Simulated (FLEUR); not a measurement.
# Energy of Nb along an even scaling of the cell

System: Nb (1 atom in the cell).
Method: Kohn-Sham DFT of a periodic cell, PBEsol, all-electron, no spin polarisation (FLEUR MaX-R8.1 (later development tree)).

The 5 runs differ only in the geometry, by an even scaling of the cell at fixed fractional positions. The structure derives from an entry of the Crystallography Open Database.

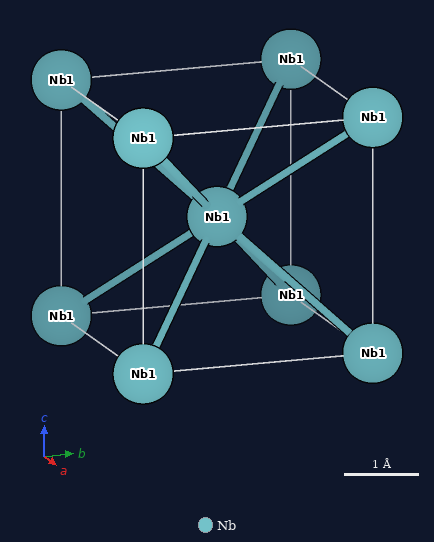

Figure 1. The structure of run 3 (ball-and-stick view of the cell 2 times as large as that of the calculation, set on its symmetry axes, seen slightly off an axis; atoms are numbered from 1 in the order of the input).

## Input of run 3
```
<?xml version="1.0" encoding="UTF-8" standalone="no"?>
<fleurInput fleurInputVersion="0.39">
   <comment>
      Nb                                                                                                  
   </comment>
   <calculationSetup>
      <cutoffs Kmax="4.1" Gmax="12.7" GmaxXC="12.7" numbands="0"/>
      <scfLoop itmax="60" minDistance="0.00001" maxIterBroyd="15" imix="Anderson" alpha="0.05" precondParam="0.0" spinf="2.0" sdNocoIR="T"/>
      <coreElectrons ctail="T" frcor="F" kcrel="0" coretail_lmax="0"/>
      <xcFunctional name="PBEs" relativisticCorrections="F"/>
      <magnetism jspins="1"/>
      <soc l_soc="F" theta="0.0" phi="0.0" spav="F"/>
      <expertModes spex="0" secvar="F"/>
      <geometryOptimization l_f="F" forcealpha="1.0" forcemix="BFGS" epsdisp="0.00001" epsforce="0.00001"/>
      <ldaU l_linMix="F" mixParam="0.05" spinf="1.0"/>
   </calculationSetup>
   <cell>
      <bzIntegration valenceElectrons="13.0" mode="hist" fermiSmearingEnergy="0.00183747">
         <kPointListSelection listName="default-1"/>
         <!-- k-points included here -->
         <xi:include xmlns:xi="http://www.w3.org/2001/XInclude" href="kpts.xml"> </xi:include>
      </bzIntegration>
      <!-- symmetry operations included here -->
      <xi:include xmlns:xi="http://www.w3.org/2001/XInclude" href="sym.xml"> </xi:include>
      <bulkLattice scale="1.0000000000">
         <bravaisMatrix>
            <row-1>   -3.1444097850281700     3.1444097850281700     3.1444097850281700</row-1>
            <row-2>    3.1444097850281700    -3.1444097850281700     3.1444097850281700</row-2>
            <row-3>    3.1444097850281700     3.1444097850281700    -3.1444097850281700</row-3>
         </bravaisMatrix>
      </bulkLattice>
   </cell>
   <atomSpecies>
      <species name="Niobium (Nb)" element="Nb" atomicNumber="41">
         <mtSphere radius="2.47" gridPoints="833" logIncrement="0.015"/>
         <atomicCutoffs lmax="10" lnonsphr="8"/>
         <electronConfig flipSpins="F">
            <coreConfig>(1s1/2) (2s1/2) (2p1/2) (2p3/2) (3s1/2) (3p1/2) (3p3/2) (3d3/2) (3d5/2)</coreConfig>
            <valenceConfig>(4s1/2) (4p1/2) (4p3/2) (5s1/2) (4d3/2) (4d5/2)</valenceConfig>
            <stateOccupation state="(5s1/2)" spinUp="0.500000" spinDown="0.500000"/>
            <stateOccupation state="(4d3/2)" spinUp="0.800000" spinDown="0.800000"/>
            <stateOccupation state="(4d5/2)" spinUp="1.200000" spinDown="1.200000"/>
         </electronConfig>
         <energyParameters s="5" p="5" d="4" f="4"/>
         <lo type="SCLO" l="0" n="4" eDeriv="0"/>
         <lo type="SCLO" l="1" n="4" eDeriv="0"/>
         <lo type="SCLO" l="1" n="4" eDeriv="1"/>
         <lo type="SCLO" l="2" n="4" eDeriv="2"/>
         <lo type="SCLO" l="3" n="4" eDeriv="2"/>
      </species>
   </atomSpecies>
   <atomGroups>
      <atomGroup species="Niobium (Nb)">
         <relPos label="                   1">.0000000000 .0000000000 .0000000000</relPos>
         <force calculate="T" relaxXYZ="TTT"/>
      </atomGroup>
   </atomGroups>
   <output dos="F" band="F" slice="F">
      <checks vchk="F" cdinf="F"/>
      <bandDOS minEnergy="-.5*Htr" maxEnergy="0.5*Htr" sigma="0.015" storeEVData="T"/>
      <vacuumDOS vacdos="F" integ="F" star="F" nstars="0" locx1="0.0" locy1="0.0" locx2="0.0" locy2="0.0" nstm="0" tworkf="0.0"/>
      <unfoldingBand unfoldBand="F" supercellX="1" supercellY="1" supercellZ="1"/>
      <plotting iplot="0" polar="F">
         <plot TwoD="T" vec1="  1.0  0.0  0.0" vec2="  0.0  1.0  0.0" vec3="  0.0  0.0  1.0" zero="  0.0  0.0  0.0" file="plot"/>
      </plotting>
      <chargeDensitySlicing numkpt="0" minEigenval="0.0" maxEigenval="0.0" nnne="0" pallst="F"/>
      <specialOutput eonly="F"/>
      <moessbauerParams electricFieldGradient="T" isomerShift="T" coreHyperfine="T" valenceHyperfine="T"/>
      <magneticCircularDichroism mcd="F" energyLo="-10.0" energyUp="0.0"/>
   </output>
  <!-- We include the file relax.xml here to enable relaxations (see documentation) -->
  <xi:include xmlns:xi="http://www.w3.org/2001/XInclude" href="relax.xml"> <xi:fallback/> </xi:include>
</fleurInput>
```

Command:
```bash
inpgen -f crystal.txt -profile fastHighL; fleur_MPI
```

Run 4 has the same physical settings and fractional positions; its lattice vectors (Å) are:
```
  -1.685847    1.685847    1.685847
   1.685847   -1.685847    1.685847
   1.685847    1.685847   -1.685847
```

## Results, with one run withheld

| run | volume per atom (Å³) | free energy per atom, from the lowest run given (meV) |
| --- | --- | --- |
| 1 | 17.322 | 2.06 |
| 2 | 17.691 | 0.00 |
| 3 | 18.428 | 20.65 |
| 4 | 19.165 | ? |
| 5 | 19.534 | 103.76 |

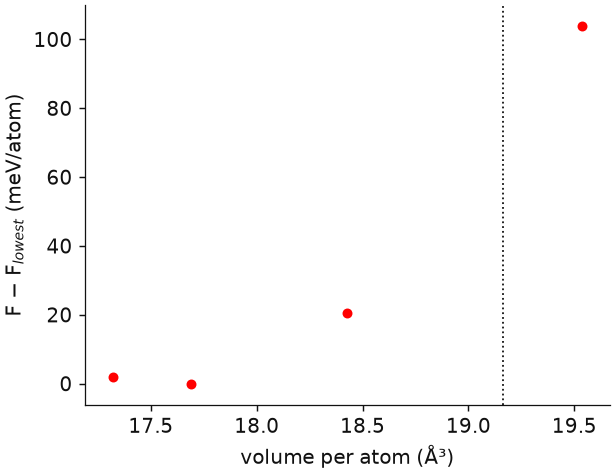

Figure 2. Free energy per atom of the runs given; the dotted line marks run 4.

What should run 4 give?

A quadratic polynomial in V^(−2/3) (the Birch–Murnaghan form), fitted to the 4 runs given, misses them by at most 0.13 meV per atom. With x = V^(−2/3) − 0.14447 Å⁻², it reads F = 11.359 − 7046.9 x + 1.0536e+06 x² (meV per atom). At run 4 it gives 70.06 meV per atom, and the run itself gives 69.93. The fit has its minimum at 17.596 Å³ per atom, where V d²F/dV² gives 186 GPa: the bulk modulus at this level, since symmetry fixes the shape and the positions.

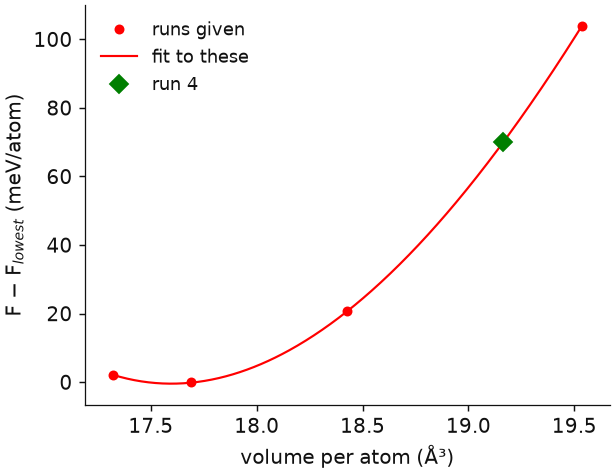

Figure 3. The fit and the withheld run.

## Output (run 4)
```
Welcome to FLEUR        (www.flapw.de)
      MaX-Release 8.1          (www.max-centre.eu)

 ========== k-point set info ==========
 Selected k-point list: default-1
 k-point list type: mesh
 11 x 11 x 11
 Number of k points: 56

 ------------Calculation Setup---------------------------
 Number of MPI-tasks      :            1
 Number of PE/node        :            1
 Number of OMP-threads    :            1
 Most efficient MPI parallelization for:
           1           2           4           7           8          14          28          56
 Additional eigenvalue parallelization possible
 Number of basis functions:          192
 Approximate size of matrices (H+S) per k-point:         0.001 GB
 --------------------------------------------------------

 Iteration:     1   Distance:      12.33961668 me/bohr^3

 Iteration:     2   Distance:      11.28895144 me/bohr^3

 Iteration:     3   Distance:       4.44022421 me/bohr^3

 Iteration:     4   Distance:       2.86236091 me/bohr^3

 Iteration:     5   Distance:       1.06968690 me/bohr^3

 Iteration:     6   Distance:       0.32309803 me/bohr^3

 Iteration:     7   Distance:       0.08324005 me/bohr^3

 Iteration:     8   Distance:       0.00499987 me/bohr^3

 Iteration:     9   Distance:       0.00978672 me/bohr^3

 Iteration:    10   Distance:       0.00096081 me/bohr^3

 Iteration:    11   Distance:       0.00030385 me/bohr^3

 Iteration:    12   Distance:       0.00002558 me/bohr^3

 Iteration:    13   Distance:       0.00000220 me/bohr^3

 ********************************************************************
 Run finished successfully
 Stop message:
   all done
 ********************************************************************
```
